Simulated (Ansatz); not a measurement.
**KF: 5 runs along one coordinate**

System: KF (I4/mmm, 2 atoms in the cell).
Method: DFT LDA, scalar-relativistic, plane waves, PAW, no spin polarisation (Ansatz 0.2.0).

The 5 runs differ only in the geometry, by a strain of the cell at fixed fractional positions. Against run 3, the strain is εxx = η and εyy = η. The structure derives from an entry of the Crystallography Open Database.

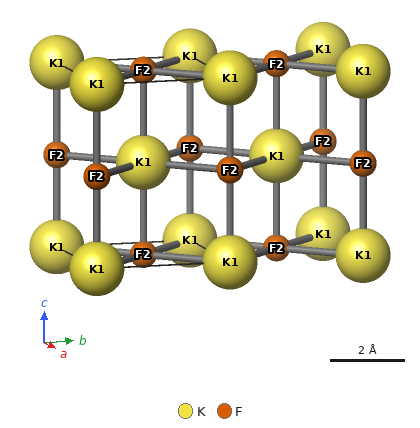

Figure 1. The structure of run 3 (ball-and-stick view of the cell 2 times as large as that of the calculation, set on its symmetry axes, repeated 1 × 2 × 1, seen slightly off an axis; atoms are numbered from 1 in the order of the input).

**Input of run 3**
```yaml
crystal:
  lattice:
    - [0.0, 2.6735, 2.539825]
    - [2.6735, 0.0, 2.539825]
    - [2.6735, 2.6735, 0.0]
  atoms:
    - { symbol: K, position: [0.0, 0.0, 0.0] }
    - { symbol: F, position: [0.5, 0.5, 0.5] }
basis:
  ecutwfc: 420
kpoints:
  mp_grid: { grid: [8, 8, 8] }
hamiltonian:
  xc: lda
scf:
  occupations: { method: gaussian, width: 0.05 }
output:
  forces: true
  stress: true
  eigenvalues: true
```

Lattice vectors (Å) and fractional positions of run 3:
```
   0.000000    2.673500    2.539825
   2.673500    0.000000    2.539825
   2.673500    2.673500    0.000000
K   0.000000  0.000000  0.000000
F   0.500000  0.500000  0.500000
```

Run 4 differs from it as follows:
```diff
-    - [0.0, 2.6735, 2.539825]
-    - [2.6735, 0.0, 2.539825]
-    - [2.6735, 2.6735, 0.0]
+    - [0.0, 2.7403375, 2.539825]
+    - [2.7403375, 0.0, 2.539825]
+    - [2.7403375, 2.7403375, 0.0]
```

**Results, with one run withheld**

| run | strain parameter η (%) | free energy per atom, from the lowest run given (meV) | pressure (GPa) | gap on the mesh (eV) |
| --- | --- | --- | --- | --- |
| 1 | −5.0000 | 3.87 | 2.38 | 6.66 |
| 2 | −2.5000 | 0.00 | −0.08 | 6.30 |
| 3 | 0.0000 | 10.73 | −1.79 | 5.97 |
| 4 | 2.5000 | ? | ? | ? |
| 5 | 5.0000 | 59.28 | −3.75 | 5.42 |

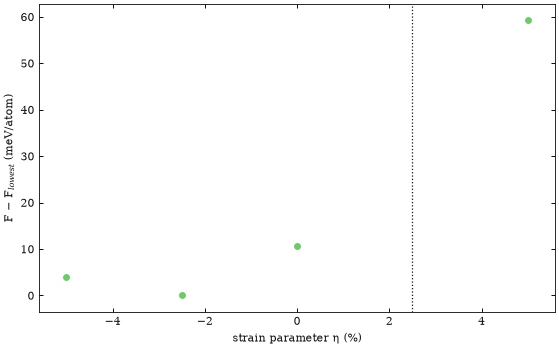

Figure 2. Free energy per atom of the runs given; the dotted line marks run 4.

Estimate the energy of run 4 from the others.

A quadratic polynomial in the coordinate, fitted to the 4 runs given, misses them by at most 1.22 meV per atom. With x = η + 0.6250, it reads F = 6.655 + 4.5215 x + 0.86418 x² (meV per atom). At run 4 it gives 29.22 meV per atom, and the run itself gives 31.61. The fit has its minimum at η = −3.2411 %. So low a polynomial doesn't follow these energies more closely. The gap on the mesh goes, without turning, from 6.66 eV in run 1 to 5.42 eV in run 5; run 4 has 5.68 eV. These are gaps of this functional on this mesh, which can miss the band edges; they aren't the measured gap.

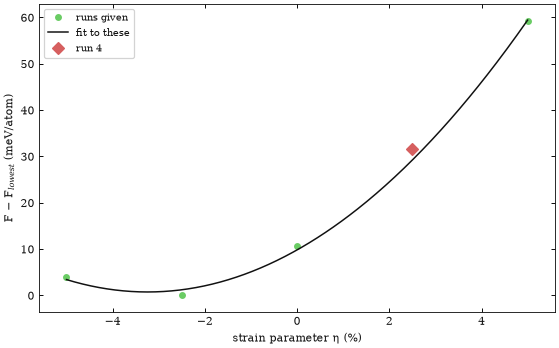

Figure 3. The fit and the withheld run.

**Output, shortened to warnings, some set-up lines, iterations and results (run 4)**
```
Basis set: ecut = 420 eV, 757 PW (Γ)
Symmetry: 16 space group operations
k-points: 59 of 512
Initial density: superposition of atomic densities (neutral atoms: chi_scale 0, normalization atom), corrected by the library's trained network
[...]
SCF iter   1: F=—  HF=-2292.732495 eV  |F-HF|=—  |Δ(HF+E_count)|=         —  Δρ=1.54e-2  dr2=6.89e-2  ethr=1.77e-3  ⟨swp⟩=5.9  Hψ=4512  notcnv=0
SCF iter   2: F=—  HF=-2292.718614 eV  |F-HF|=—  |Δ(HF+E_count)|=   1.39e-2  Δρ=1.07e-2  dr2=2.32e-2  ethr=4.31e-4  ⟨swp⟩=2.0  Hψ=1822  notcnv=0
SCF iter   3: F=—  HF=-2292.711958 eV  |F-HF|=—  |Δ(HF+E_count)|=   6.66e-3  Δρ=2.17e-3  dr2=8.56e-4  ethr=1.45e-4  ⟨swp⟩=2.0  Hψ=1315  notcnv=0
SCF iter   4: F=—  HF=-2292.711660 eV  |F-HF|=—  |Δ(HF+E_count)|=   2.97e-4  Δρ=3.92e-4  dr2=1.86e-5  ethr=5.35e-6  ⟨swp⟩=2.0  Hψ=1142  notcnv=0
SCF iter   5: F=—  HF=-2292.711653 eV  |F-HF|=—  |Δ(HF+E_count)|=   7.76e-6  Δρ=2.29e-5  dr2=7.96e-8  ethr=1.17e-7  ⟨swp⟩=2.2  Hψ=942  notcnv=0
SCF iter   6: F=-2292.711653 eV  HF=-2292.711653 eV  |F-HF|=1.11e-8  |Δ(HF+E_count)|=   2.98e-8  Δρ=7.59e-6  dr2=1.30e-8  ethr=4.97e-10  ⟨swp⟩=2.1  Hψ=2586  notcnv=0
SCF 1 converged in 6 iterations: F = -2292.711653 eV  dr2 = 1.30e-8
SCF converged after 6 iterations
Free energy (F): -2292.711653 eV
Harris-Foulkes:  -2292.711653 eV  (|F-HF|=1.11e-8)
Internal energy: -2292.711653 eV  (E = F + TS)
E sigma→0 (E₀):  -2292.711653 eV
Fermi energy:    3.946142 eV
--- Per-component energies (eV) ---
  E_band       = -129.094880
  E_kinetic    = 459.545123
  E_local      = -1114.542670  (includes V_loc(G=0)·N_el)
  E_nonlocal   = 91.005581
  E_hartree    = 398.845450
  E_xc         = -211.793053
  E_vxc        = -265.574475  (∫ρ·V_xc dr)
  E_paw        = -929.942462  (= ΣΔE_a)
  E_vpaw       = -97.217934  (= ΣTr[D̂ρ^β])
  E_aug_tail   = 0.002016  (compensation charges beyond the density's cutoff)
  E_ewald      = -986.202389
  E_core_change = 0.370752  (= ΣΔE_core)
  E_smearing   = -0.000000  (= −TS)
  E_closure    = 0.000000  (closes the sum)
  Σ components = -2292.711653   (vs F -2292.711653, Δ=0.00e0)
--- Forces (eV/Å), atoms counted from 1 ---
  atom   1  K      0.00000000     0.00000000     0.00000000
  atom   2  F      0.00000000    -0.00000000     0.00000000
  max |Σ_I F_I| component: 3.16e-29 eV/Å
--- Stress (GPa, compression-positive) ---
       -4.263897       0.000000       0.000000
        0.000000      -4.263897       0.000000
        0.000000       0.000000      -0.390099
  P = ⅓ Tr σ = -2.9726 GPa (-29.726 kbar)
```
